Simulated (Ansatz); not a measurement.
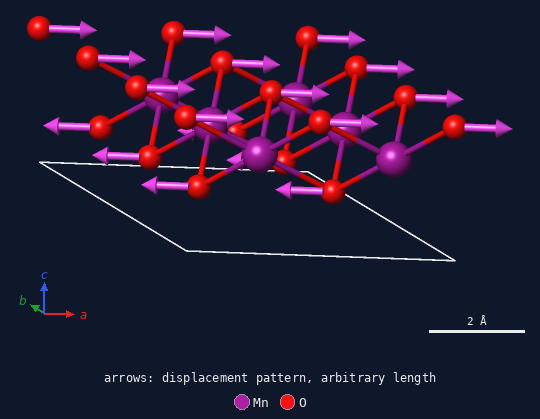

One vibrational mode of a free-standing layer of MnO2 (a generated structure) at the zone centre. The pink arrows give the relative displacements of the atoms. A ball-and-stick model of the 2 × 3 repeat of the cell, outlined in the plane, without the vacuum, seen slightly off an axis.

Level of theory: Ansatz, DFT PBE, scalar-relativistic, plane waves, PAW.

Input file:
```yaml
crystal:
  lattice:
    - [2.8766179753, 0.0, 0.0]
    - [-1.4383089877, 2.4912242436, 0.0]
    - [0.0, 0.0, 28.15681848]
  atoms:
    - { symbol: Mn, position: [0.6666666667, 0.3333333333, 0.3014276469], spin: 2.77 }
    - { symbol: O, position: [0.0, 0.0, 0.3353524897] }
    - { symbol: O, position: [0.3333333333, 0.6666666667, 0.2675028041] }
  periodic: [true, true, false]
basis:
  ecutwfc: 420
kpoints:
  mp_grid: { grid: [12, 12, 1] }
hamiltonian:
  xc: pbe
scf:
  occupations: { method: gaussian, width: 0.02 }
output:
  eigenvalues: true
  populations: true
magnetization:
  spin_polarized: true
phonons:
  method: dfpt
  eigenvectors: true
  qmesh: [3, 3, 1]
  temperatures: { t_max: 1000, t_step: 100 }
  qpath:
    path:
      - [[0.0, 0.0, 0.0], [0.5, 0.0, 0.0], [0.33333333, 0.33333333, 0.0], [0.0, 0.0, 0.0], [0.0, 0.0, 0.5], [0.5, 0.0, 0.5], [0.33333333, 0.33333333, 0.5], [0.0, 0.0, 0.5]]
      - [[0.5, 0.0, 0.5], [0.5, 0.0, 0.0]]
      - [[0.33333333, 0.33333333, 0.5], [0.33333333, 0.33333333, 0.0]]
    npoints: 8
```

Launched with:
```bash
ansatz run input.yaml --threads 1 --pin off --max-ram 2560MiB --backend cpu --events-out ev --progress --plain --runs-dir out
```

Frequencies are those without the non-analytic (LO–TO) term.

**Give the symmetry, activity and frequency of this mode.**

This is the E_g mode (doubly degenerate; one member of the set is drawn) at 494 cm⁻¹, optical level 2 of 4, counted from below, Raman-active by symmetry. The Mn atoms stay at rest; all motion is along a of the drawn cell; atoms of one kind move against one another, with no net shift of their sublattice; it stretches the shortest Mn–O bonds (1.92 Å).
